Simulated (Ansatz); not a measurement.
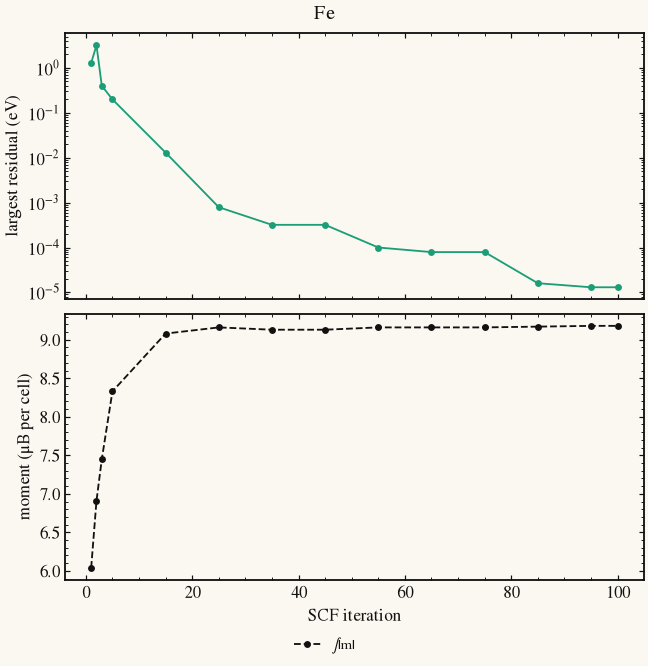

The plot shows the SCF iterations of a calculation: largest residual, magnetic moments. Only some iterations were kept.

The run: Fe (Fm-3m, 4 atoms in the cell), by Ansatz, DFT, LDA, norm-conserving potentials, plane waves, scalar-relativistic; cutoff 1224.51 eV, 3×3×3 k-mesh, Gaussian smearing of 0.1 eV, non-collinear spins.
Setting under test: default search for lower states.

Question: How did this run end?

Answer: The run gave up at step 100 without converging. The residual comes down slowly and unevenly, and has reached only 1.3 × 10⁻⁵ when the run stops.

Question: How do the moments develop?

Answer: The integral of |m| goes from 6.0 to 9.2 μB per cell, though in an unconverged run this needn't be final.
